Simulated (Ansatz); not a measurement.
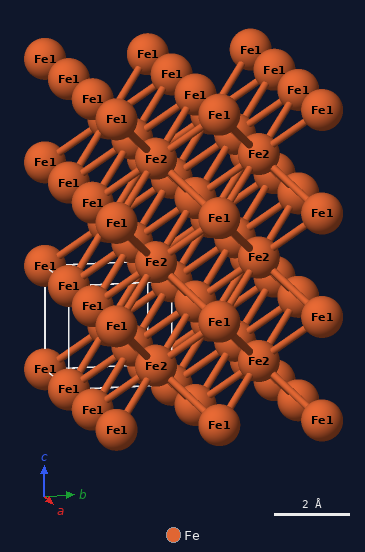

The starting point is a crystal of Fe (set up in Im-3m). A ball-and-stick model of the cell of the calculation, repeated 3 × 2 × 3 with one cell outlined, seen slightly off an axis.

All numbers below come from DFT PBE, scalar-relativistic, plane waves, PAW in Ansatz. (plane-wave cutoff 420 eV; k-point mesh 14 × 14 × 14; occupations gaussian; smearing width 0.1 eV; collinear spin)

Now this is done to it. Shear of c along a, −3.0 %, is applied. Symmetry leaves the atoms no freedom, so this is a single point.

Input
```yaml
crystal:
  lattice:
    - [2.8316863192, 0.0, 0.0]
    - [0.0, 2.8316863192, 0.0]
    - [-0.0849505896, 0.0, 2.8316863192]
  atoms:
    - { symbol: Fe, position: [0.0, 0.0, 0.0], spin: 2.44 }
    - { symbol: Fe, position: [0.5, 0.5, 0.5], spin: 2.44 }
basis:
  ecutwfc: 420
kpoints:
  mp_grid: { grid: [14, 14, 14] }
hamiltonian:
  xc: pbe
scf:
  occupations: { method: gaussian, width: 0.1 }
output:
  forces: true
  stress: true
  eigenvalues: true
  populations: true
magnetization:
  spin_polarized: true
```

Q: What does the calculation give for the changed structure?

A: Energy change: +3.5 meV per atom. The pressure goes from −0.1 to 0.2 GPa. The principal stresses (compression positive) are 3.4 GPa along [1 0 1], 0.2 GPa along b, −3.2 GPa along [1 0 −1]. All forces vanish by symmetry. The absolute magnetisation per cell goes from 4.57 to 4.58 μB (net moment 4.34 and 4.35 μB). Both are metals. Among the bonded contacts that change: Fe–Fe 2.452 → 2.428 to 2.477 Å. The space group (tolerance 0.01 Å) goes from Im-3m (No. 229) to Fmmm (No. 69).

Drawn alike, the variant:

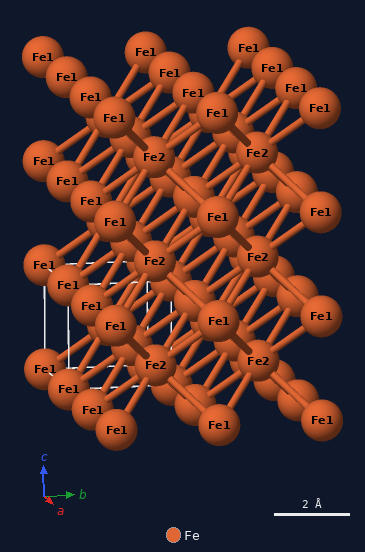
